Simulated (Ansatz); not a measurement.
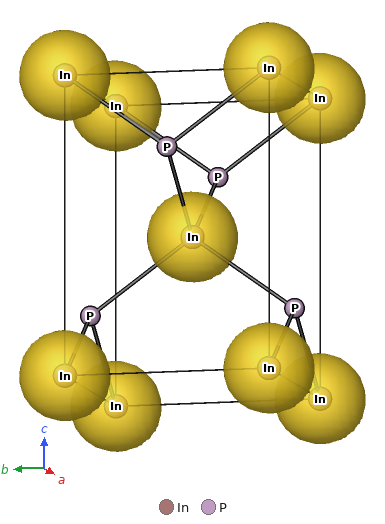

The picture shows: InP. Isosurface of the valence charge density (pseudo) at 0.8 e/Å³ (yellow), seen at an oblique angle. Sticks mark near contacts.

Space group I-4m2; started from the zincblende prototype, which need not be the ambient phase; changed on purpose from its base cell (epitaxial xy strain -1.0%).

Level of theory: DFT, r2SCAN, plane waves, PAW in Ansatz 0.2.0.

**Which contacts does the surface bridge?**

At this value the density breaks into separate islands; it holds about 50 % of the electrons treated as valence (semicore included). It bridges none of the near contacts. It is pinched off along the shortest In–P (2.55 Å) contacts. On the grid the lowest density along these lines, outside the cores, is 0.45 e/Å³ (In–P, 2.55 Å).
